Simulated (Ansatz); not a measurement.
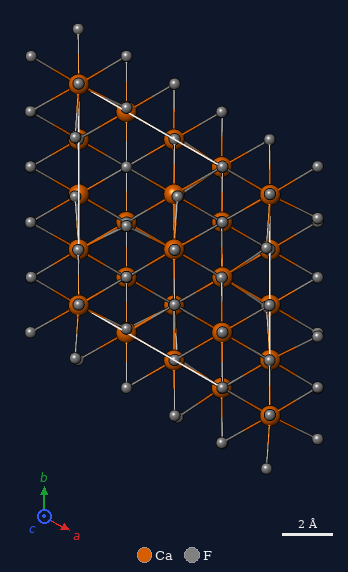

Starting structure of a defect cell of composition Ca15F32 (cell charge −1). Style: ball-and-stick. Shown: the cell of the calculation, along the c axis.

Case: Ca vacancy (site a), charge -1, atoms relaxed at the host's cell.

The calculation used Ansatz, DFT PBE, scalar-relativistic, plane waves, PAW.

Set-up: plane-wave cutoff 420 eV; k-point mesh 2 × 2 × 2; occupations gaussian; smearing width 0.01 eV; mesh shifted by (0.5, 0.5, 0.5); collinear spin; atoms relaxed in a fixed cell; force threshold 0.025 eV/Å; at most 45 steps.

```
CELL_PARAMETERS angstrom
5.51176 -5.51176 -5.51176
-5.51176 -5.51176 5.51176
-5.51176 5.51176 -5.51176
ATOMIC_POSITIONS crystal
Ca 0.25000 0.99899 0.75101
Ca 0.25000 0.25000 0.50000
Ca 0.00101 0.75000 0.24899
Ca 0.25000 0.50101 0.24899
Ca 0.00101 0.99899 0.00000
Ca 0.00101 0.25201 0.75101
Ca 0.75000 0.75000 0.50000
Ca 0.00101 0.50101 0.50201
Ca 0.74799 0.99899 0.24899
Ca 0.75000 0.25000 0.00000
Ca 0.49899 0.75000 0.75101
Ca 0.75201 0.50101 0.75101
Ca 0.49899 0.99899 0.49799
Ca 0.49899 0.24799 0.24899
Ca 0.49899 0.50101 0.00000
F 0.00003 0.24814 0.49814
F 0.99811 0.49811 0.24997
F 0.98222 0.75000 0.00000
F 0.74814 0.24814 0.75003
F 0.99811 0.99997 0.74811
F 0.74814 0.50003 0.49814
F 0.75186 0.75000 0.25189
F 0.50189 0.25186 0.00000
F 0.75186 0.00189 0.00000
F 0.49997 0.49811 0.74811
F 0.50189 0.75000 0.50186
F 0.25000 0.25186 0.25189
F 0.51778 0.01778 0.26778
F 0.25000 0.48222 0.00000
F 0.25000 0.75000 0.73222
F 0.25000 0.00189 0.50186
F 0.51778 0.75000 0.00000
F 0.50189 0.00189 0.75003
F 0.49997 0.25186 0.50186
F 0.25000 0.75000 0.26778
F 0.50189 0.50003 0.25189
F 0.25000 0.01778 0.00000
F 0.25000 0.24814 0.74811
F 0.99811 0.75000 0.49814
F 0.25000 0.49811 0.49814
F 0.00003 0.00189 0.25189
F 0.99811 0.24814 0.00000
F 0.74814 0.75000 0.74811
F 0.98222 0.48222 0.73222
F 0.75186 0.99997 0.50186
F 0.75186 0.25186 0.24997
F 0.74814 0.49811 0.00000
```

> What does the optimiser find from here?

Over 1 accepted move (2 points after the start) the energy falls by 36.9 meV per cell of the calculation. The largest force component goes from 0.15 to 0.02 eV/Å. 1 step only repeated the SCF at the same geometry. The largest moves, 0.028 Å, are those of 8 atoms (F18, F28, F29, F30 and others). F44 goes along [−1 −1 −1]. Largest moves by element: F 0.028 Å, Ca 0.012 Å. The cell doesn't change. Near-neighbour distances that change, for instance: Ca11–F30 2.323 → 2.307 Å, Ca10–F17 2.375 → 2.368 Å, Ca11–F24 2.399 → 2.405 Å, Ca11–F26 2.388 → 2.393 Å.

Limits of the set-up: the cell is charged, on a uniform background, and energies carry no finite-size correction.
